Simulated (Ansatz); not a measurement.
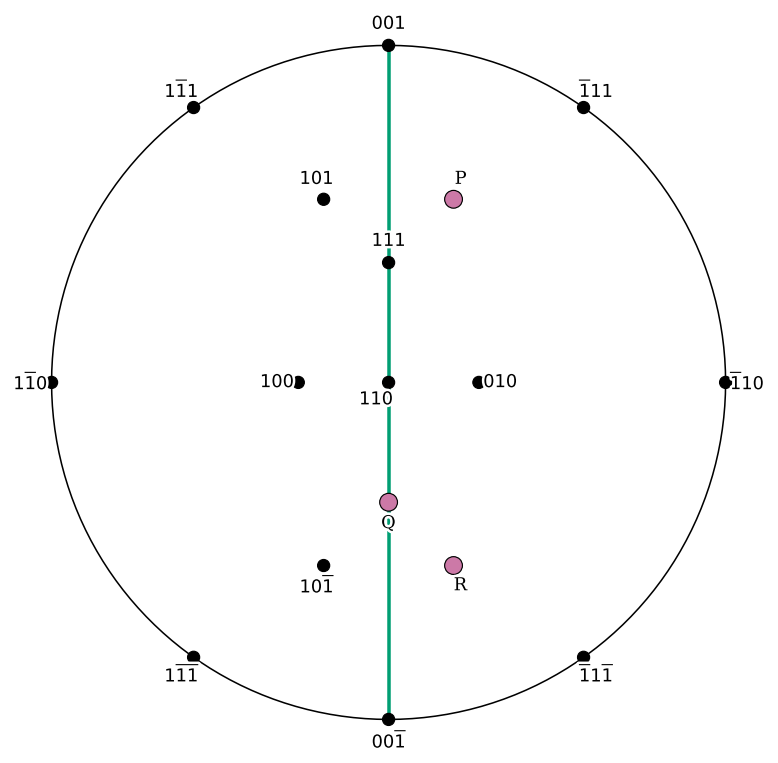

For Rh, the end point of a relaxation with DFT, r2SCAN, plane waves (500 eV) with PAW, scalar-relativistic (Ansatz 0.2.0); the starting structure was generated, so it need not be a known form of this composition: stereographic projection of plane normals (upper hemisphere) centred on (1 1 0). Symmetry computed with spglib at a tolerance of 0.002 Å; standard conventional cell.

a = 4.327 Å, b = 4.327 Å, c = 2.658 Å, α = 90.00°, β = 90.00°, γ = 120.00°.

Question: Index the poles marked P, Q, R.

Answer: P is (0 1 1), in four indices (0 1 −1 1), 59.9° from the centre; Q is (1 1 −1), in four indices (1 1 −2 −1), 39.1° from the centre; R is (0 1 −1), in four indices (0 1 −1 −1), 59.9° from the centre.

Question: Which zone does the coloured great circle trace?

Answer: The zone [1 −1 0]: its poles satisfy h − k = 0.

Question: What is the angle between the normals of (1 −1 0) and (1 0 0), and what are their d_hkl = 1/|g|?

Answer: 60.0°; d = 3.747 Å and 3.747 Å.
